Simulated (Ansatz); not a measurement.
**Ag: a changed input and its effect**

System: Ag (P6₃/mmc, 4 atoms in the cell).
Method of run 1: DFT PBEsol, scalar-relativistic, plane waves, PAW, no spin polarisation (Ansatz 0.2.0).

The structure derives from a Materials Project entry. Text and figures count atoms from 1; the logs count them from 0 in places.

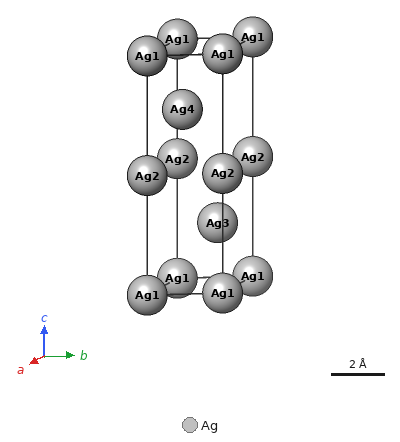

Fig. 1: The structure (spheres-only view of the cell of the calculation, seen slightly off an axis; atoms are numbered from 1 in the order of the input). An atom can appear more than once, as a periodic image.

### Input, run 1
```yaml
crystal:
  lattice:
    - [2.9111314733, 0.0, 0.0]
    - [-1.4555657366, 2.5211138096, 0.0]
    - [0.0, 0.0, 9.46370874]
  atoms:
    - { symbol: Ag, position: [0.0, 0.0, 0.0] }
    - { symbol: Ag, position: [0.0, 0.0, 0.5] }
    - { symbol: Ag, position: [0.33333333, 0.66666667, 0.25] }
    - { symbol: Ag, position: [0.66666667, 0.33333333, 0.75] }
basis:
  ecutwfc: 420
kpoints:
  mp_grid: { grid: [6, 6, 2] }
hamiltonian:
  xc: pbesol
scf:
  occupations: { method: gaussian, width: 0.1 }
output:
  forces: true
  stress: true
  eigenvalues: true
```

Command:
```bash
ansatz run input.yaml --threads 1 --pin off --max-ram 2560MiB --backend cpu --events-out ev --progress --plain --runs-dir out
```

Hardware: 1 thread of Intel Xeon @ 2.90GHz (Ice Lake), 32 GiB of memory available, shared host.

### Output, shortened to warnings, some set-up lines, iterations and results (run 1)
```
Basis set: ecut = 420 eV, 1351 PW (Γ), exchange–correlation on 40×40×128 points (8 copies of the dense FFT grid, shifted against one another)
Symmetry: 24 space group operations
k-points: 14 of 72
Initial density: superposition of atomic densities (neutral atoms: chi_scale 0, normalization atom), corrected by the library's trained network
[...]
SCF iter   1: F=—  HF=-30088.878451 eV  |F-HF|=—  |Δ(HF+E_count)|=         —  Δρ=9.52e-3  dr2=5.84e-2  ethr=1.77e-3  ⟨swp⟩=5.4  Hψ=2052  notcnv=0  defer=15
SCF iter   2: F=—  HF=-30088.863240 eV  |F-HF|=—  |Δ(HF+E_count)|=   1.52e-2  Δρ=2.07e-3  dr2=1.99e-3  ethr=7.69e-5  ⟨swp⟩=2.0  Hψ=1009  notcnv=0  defer=18
SCF iter   3: F=—  HF=-30088.862725 eV  |F-HF|=—  |Δ(HF+E_count)|=   5.15e-4  Δρ=9.92e-4  dr2=3.17e-4  ethr=2.62e-6  ⟨swp⟩=2.2  Hψ=819  notcnv=0  defer=9
SCF iter   4: F=—  HF=-30088.862660 eV  |F-HF|=—  |Δ(HF+E_count)|=   6.52e-5  Δρ=1.41e-4  dr2=8.66e-6  ethr=4.17e-7  ⟨swp⟩=2.6  Hψ=1159  notcnv=0  defer=9
SCF iter   5: F=—  HF=-30088.862644 eV  |F-HF|=—  |Δ(HF+E_count)|=   1.62e-5  Δρ=5.32e-5  dr2=1.76e-6  ethr=1.14e-8  ⟨swp⟩=2.0  Hψ=1083  notcnv=0  defer=9
SCF iter   6: F=—  HF=-30088.862644 eV  |F-HF|=—  |Δ(HF+E_count)|=   1.97e-7  Δρ=1.57e-5  dr2=1.59e-7  ethr=2.32e-9  ⟨swp⟩=2.2  Hψ=927  notcnv=0  defer=9
SCF iter   7: F=-30088.862644 eV  HF=-30088.862644 eV  |F-HF|=2.69e-9  |Δ(HF+E_count)|=   5.31e-9  Δρ=2.69e-6  dr2=4.48e-9  ethr=1.32e-10  ⟨swp⟩=7.9  Hψ=2151  notcnv=0
SCF 1 converged in 7 iterations: F = -30088.862644 eV  dr2 = 4.48e-9
SCF converged after 7 iterations
Free energy (F): -30088.862644 eV
Harris-Foulkes:  -30088.862644 eV  (|F-HF|=2.69e-9)
Internal energy: -30088.848664 eV  (E = F + TS)
E sigma→0 (E₀):  -30088.855654 eV
Entropy (-TS):   -0.013980 eV (-3.495 meV/atom)
Fermi energy:    16.571507 eV
--- Per-component energies (eV) ---
  E_band       = -972.960180
  E_kinetic    = 2107.848241
  E_local      = -8891.072499  (includes V_loc(G=0)·N_el)
  E_nonlocal   = 330.548192
  E_hartree    = 4030.582355
  E_xc         = -733.884317
  E_vxc        = -936.327076  (∫ρ·V_xc dr)
  E_paw        = -15338.389152  (= ΣΔE_a)
  E_vpaw       = -1645.116155  (= ΣTr[D̂ρ^β])
  E_aug_tail   = 0.001237  (compensation charges beyond the density's cutoff)
  E_ewald      = -11595.773677
  E_core_change = 1.290956  (= ΣΔE_core)
  E_smearing   = -0.013980  (= −TS)
  E_closure    = 0.000000  (closes the sum)
  Σ components = -30088.862644   (vs F -30088.862644, Δ=0.00e0)
--- Forces (eV/Å), atoms counted from 1 ---
  atom   1  Ag    -0.00000000     0.00000000    -0.00000000
  atom   2  Ag     0.00000000     0.00000000     0.00000000
  atom   3  Ag     0.00000000     0.00000000     0.00000000
  atom   4  Ag     0.00000000    -0.00000000     0.00000000
  max |Σ_I F_I| component: 4.21e-30 eV/Å
--- Stress (GPa, compression-positive) ---
       -3.013962      -0.000000       0.000000
       -0.000000      -3.013962       0.000000
        0.000000       0.000000      -5.426696
  P = ⅓ Tr σ = -3.8182 GPa (-38.182 kbar)
```

For run 2 the input was changed thus:
```diff
-    - [2.9111314733, 0.0, 0.0]
-    - [-1.4555657366, 2.5211138096, 0.0]
-    - [0.0, 0.0, 9.46370874]
+    - [2.8674622168, 0.0, 0.0]
+    - [-1.4337311084, 2.4832951242, 0.0]
+    - [0.0, 0.0, 9.3650804773]
-    - { symbol: Ag, position: [0.33333333, 0.66666667, 0.25] }
-    - { symbol: Ag, position: [0.66666667, 0.33333333, 0.75] }
+    - { symbol: Ag, position: [0.3333333333, 0.6666666667, 0.25] }
+    - { symbol: Ag, position: [0.6666666667, 0.3333333333, 0.75] }
-  mp_grid: { grid: [6, 6, 2] }
+  mp_grid: { grid: [24, 24, 6] }
```

How does run 2 compare with run 1?

With the same functional and potentials, run 2 lies 30.8 meV per atom lower (other lines of the input change too). The pressure goes from −3.82 to −0.04 GPa. The volume per atom goes from 17.36 to 16.67 Å³. The number of SCF iterations is the same. The irreducible k-points go from 14 to 244. The plane waves at Γ go from 1351 to 1315.

### Output, shortened to warnings, some set-up lines, iterations and results (run 2)
```
Basis set: ecut = 420 eV, 1315 PW (Γ), exchange–correlation on 40×40×128 points (8 copies of the dense FFT grid, shifted against one another)
Symmetry: 24 space group operations
k-points: 244 of 3456
Initial density: superposition of atomic densities (neutral atoms: chi_scale 0, normalization atom), corrected by the library's trained network
[...]
SCF iter   1: F=—  HF=-30089.003301 eV  |F-HF|=—  |Δ(HF+E_count)|=         —  Δρ=1.01e-2  dr2=6.30e-2  ethr=1.77e-3  ⟨swp⟩=5.4  Hψ=35503  notcnv=0  defer=298
SCF iter   2: F=—  HF=-30088.987053 eV  |F-HF|=—  |Δ(HF+E_count)|=   1.62e-2  Δρ=2.73e-3  dr2=4.55e-3  ethr=8.28e-5  ⟨swp⟩=2.9  Hψ=20985  notcnv=0  defer=336
SCF iter   3: F=—  HF=-30088.985797 eV  |F-HF|=—  |Δ(HF+E_count)|=   1.26e-3  Δρ=1.07e-3  dr2=4.06e-4  ethr=5.99e-6  ⟨swp⟩=2.0  Hψ=13975  notcnv=0  defer=336
SCF iter   4: F=—  HF=-30088.985744 eV  |F-HF|=—  |Δ(HF+E_count)|=   5.22e-5  Δρ=1.52e-4  dr2=8.66e-6  ethr=5.34e-7  ⟨swp⟩=2.8  Hψ=21236  notcnv=0  defer=336
SCF iter   5: F=—  HF=-30088.985752 eV  |F-HF|=—  |Δ(HF+E_count)|=   7.16e-6  Δρ=3.74e-5  dr2=1.31e-6  ethr=1.14e-8  ⟨swp⟩=2.5  Hψ=20657  notcnv=0  defer=336
SCF iter   6: F=—  HF=-30088.985751 eV  |F-HF|=—  |Δ(HF+E_count)|=   1.54e-7  Δρ=1.87e-5  dr2=2.00e-7  ethr=1.73e-9  ⟨swp⟩=2.1  Hψ=15421  notcnv=0  defer=336
SCF iter   7: F=-30088.985751 eV  HF=-30088.985751 eV  |F-HF|=1.42e-8  |Δ(HF+E_count)|=   5.05e-8  Δρ=4.30e-6  dr2=2.15e-8  ethr=1.32e-10  ⟨swp⟩=8.7  Hψ=44736  notcnv=0
SCF 1 converged in 7 iterations: F = -30088.985751 eV  dr2 = 2.15e-8
SCF converged after 7 iterations
Free energy (F): -30088.985751 eV
Harris-Foulkes:  -30088.985751 eV  (|F-HF|=1.42e-8)
Internal energy: -30088.981109 eV  (E = F + TS)
E sigma→0 (E₀):  -30088.983430 eV
Entropy (-TS):   -0.004643 eV (-1.161 meV/atom)
Fermi energy:    17.725468 eV
--- Per-component energies (eV) ---
  E_band       = -912.279888
  E_kinetic    = 2109.879793
  E_local      = -8635.526426  (includes V_loc(G=0)·N_el)
  E_nonlocal   = 329.715359
  E_hartree    = 3932.994173
  E_xc         = -735.378416
  E_vxc        = -938.345820  (∫ρ·V_xc dr)
  E_paw        = -15337.728021  (= ΣΔE_a)
  E_vpaw       = -1643.984158  (= ΣTr[D̂ρ^β])
  E_aug_tail   = 0.001196  (compensation charges beyond the density's cutoff)
  E_ewald      = -11754.229723
  E_core_change = 1.290956  (= ΣΔE_core)
  E_smearing   = -0.004643  (= −TS)
  E_closure    = 0.000000  (closes the sum)
  Σ components = -30088.985751   (vs F -30088.985751, Δ=0.00e0)
--- Forces (eV/Å), atoms counted from 1 ---
  atom   1  Ag     0.00000000     0.00000000     0.00000000
  atom   2  Ag    -0.00000000    -0.00000000     0.00000000
  atom   3  Ag    -0.00000000    -0.00000000    -0.00000000
  atom   4  Ag     0.00000000     0.00000000     0.00000000
  max |Σ_I F_I| component: 2.31e-18 eV/Å
--- Stress (GPa, compression-positive) ---
       -0.159521      -0.000000      -0.000000
       -0.000000      -0.159521      -0.000000
       -0.000000      -0.000000       0.207091
  P = ⅓ Tr σ = -0.0373 GPa (-0.373 kbar)
```

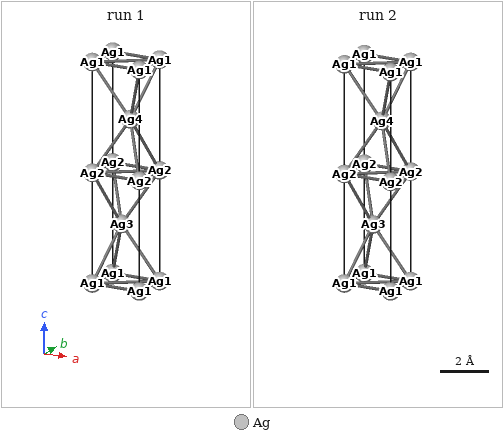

Fig. 2: The two input geometries at one scale (ball-and-stick view of the cell of the calculation, seen slightly off an axis). No atom moves by more than 0.005 Å relative to the cell. The volume changes by −4.0 %, with a = b 2.911 → 2.867 Å (−1.5 %), c 9.464 → 9.365 Å (−1.0 %). Among the contacts that change: Ag1–Ag1 2.911 → 2.867 Å, Ag1–Ag3 2.902 → 2.867 Å.

### The two runs side by side

```tsv
quantity	run 1	run 2
outcome	converged	converged
free energy per atom (eV)	−7522.2157	−7522.2464
energy per atom, smearing taken to zero (eV)	−7522.2139	−7522.2459
gap on the mesh (eV)	0.00	0.00
pressure (GPa)	−3.82	−0.04
volume per atom (Å³)	17.36	16.67
largest force (eV/Å)	0.000	0.000
SCF iterations	7	7
irreducible k-points	14	244
plane waves at Γ	1351	1315
wall time (shared host)	1.8 s	29 s
```
